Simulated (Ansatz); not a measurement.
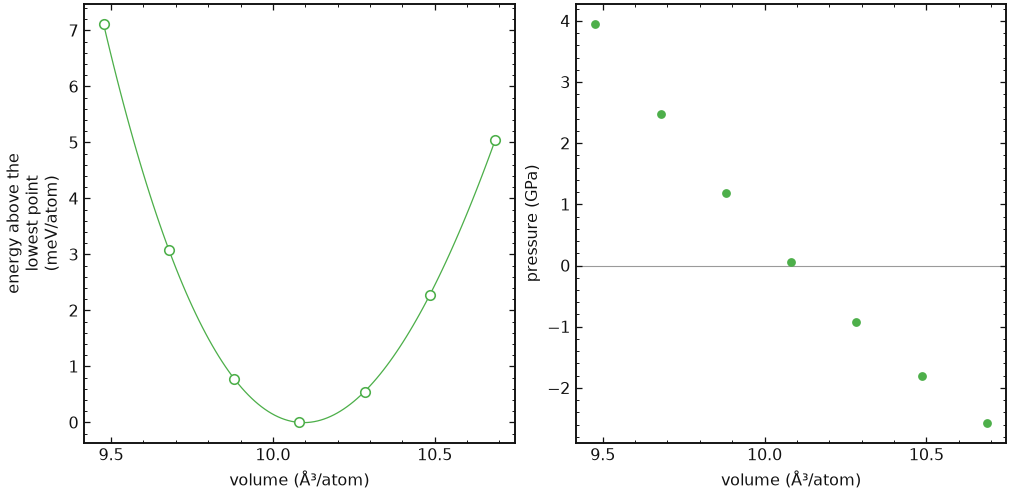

Figure. Energy above the lowest point and pressure against volume for F, space group Im-3m (No. 229) (one of a set of cubic test structures, which need not be the stable phase).

A third-order Birch–Murnaghan fit gives V0 = 10.09 Å³/atom, B0 = 52.6 GPa and B′ = 5.4. The energy above the lowest point is 7.111 meV/atom at volume 9.48 Å³/atom and 5.043 meV/atom at 10.69 Å³/atom; the lowest computed point is at volume 10.08 Å³/atom (0.000 meV/atom), in a single well. The pressure falls from 3.945 GPa at volume 9.48 Å³/atom to −2.568 GPa at 10.69 Å³/atom, and changes sign near 10.09 Å³/atom.

Computed with Ansatz 0.2.0 development build: equation of state of a cubic crystal from periodic Kohn-Sham density functional theory without spin, third-order Birch-Murnaghan fit to the free energies; pressure corrected for the finite basis. Level: PBE.

```json
{"setting": "structure type", "value": "bcc"}
{"setting": "atoms in cell", "value": "1"}
{"setting": "space group number", "value": "229"}
{"setting": "lattice centring", "value": "body-centred primitive"}
{"setting": "k mesh", "value": "56×56×56"}
{"setting": "occupation method", "value": "Fermi–Dirac"}
{"setting": "occupation width", "value": "0.06123 eV"}
{"setting": "wave cutoff", "value": "420 eV"}
{"setting": "datasets", "value": "soft-1 PAW"}
{"setting": "density tolerance", "value": "1e-07 eV"}
{"setting": "bands", "value": "8"}
{"setting": "density cutoff ratio", "value": "4"}
{"setting": "search for lower states", "value": "default"}
```

Keep in mind: cubic model structure, not the ambient form; no spin polarisation, a magnetic state may lie lower.
